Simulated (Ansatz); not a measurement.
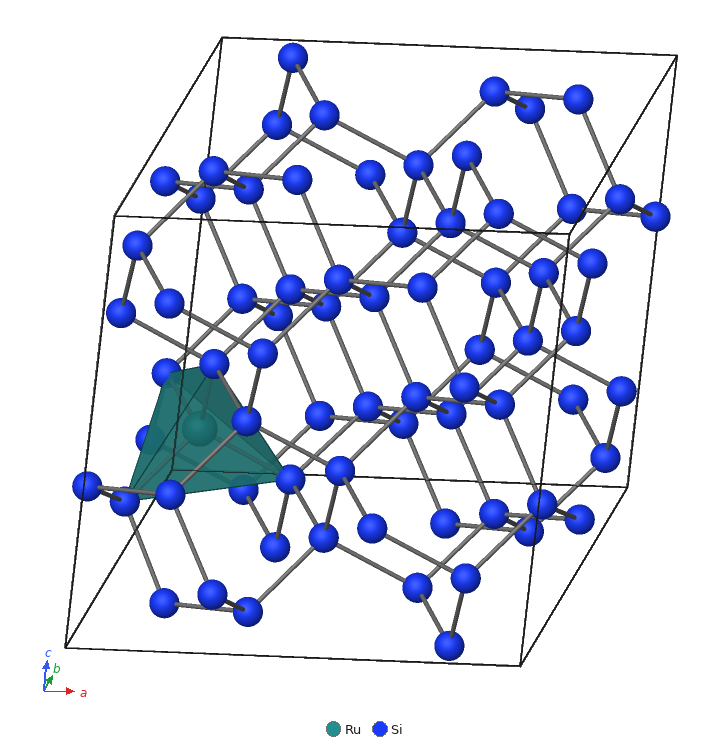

Polyhedral representation of a periodic structure, projected from a general direction. The simulation cell is drawn as a box. Cell: a = 9.992 Å, b = 9.992 Å, c = 9.992 Å, α = 83.76°, β = 83.76°, γ = 83.76°.

Notes on the structure:

- It has the composition Si₄₇Ru.
- It belongs to space group R3 (No. 146) and has a rhombohedral (trigonal R) lattice.
- The cell comprises 1 formula unit: 47 Si, 1 Ru.
- The polyhedra are RuSi4 tetrahedra; they share no atoms with one another.
- Each Ru atom is coordinated by four Si in a tetrahedral arrangement at about 2.3 Å.
- With all contacts inside bonding distance counted, the coordination numbers are Si 4.
- The bonds build a three-dimensional framework.

The model was built from a structure listed in the Materials Project, repeated into a supercell with a point defect put in. The atoms were relaxed in a fixed cell with DFT PBE, scalar-relativistic, plane waves, PAW in Ansatz 0.2.0.
